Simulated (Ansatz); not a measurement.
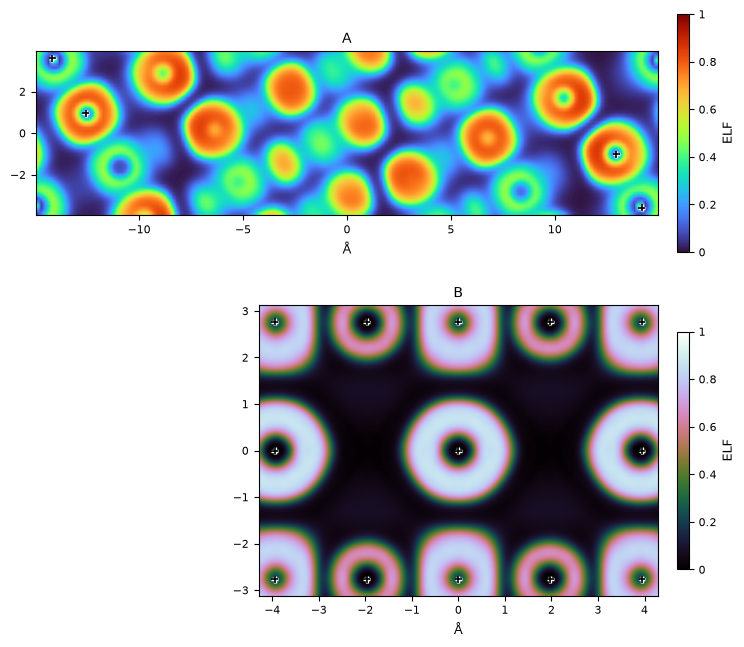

The electron localisation function of 2 systems, each on a plane through atoms (crosses mark nuclei in the plane).

Theory: DFT, PBE, plane waves, PAW in Ansatz.

System 1: Bi2Se3, the (111) plane of the conventional cell. Space group R-3m; started from the tetradymite prototype, which need not be the ambient phase; changed on purpose from its base cell (epitaxial xy strain +1.0%).

System 2: SrTiO3, the (101) plane of the conventional cell. Space group P4/mmm; started from the cubic perovskite prototype, which need not be the ambient phase; changed on purpose from its base cell (epitaxial xy strain +1.0%); computed without spin polarisation.

```
CELL_PARAMETERS angstrom
3.94592 0.00000 0.00000
0.00000 3.94592 0.00000
0.00000 0.00000 3.88391
ATOMIC_POSITIONS crystal
Sr 0.00000 0.00000 0.00000
Ti 0.50000 0.50000 0.50000
O 0.50000 0.50000 0.00000
O 0.50000 0.00000 0.50000
O 0.00000 0.50000 0.50000
```

Question: Match each panel to its system.

Answer: Panel A is system 1, Bi2Se3: the plane holds Bi and Se. Bi–Se (2.86 Å): the ELF is about 0.45 at the midpoint and 0.35 at its lowest between the atoms. Panel B is system 2, SrTiO3: the plane holds Sr, Ti and O. Sr–O (2.77 Å): the ELF is about 0.05 at the midpoint (an ionic contact with no shared pair).
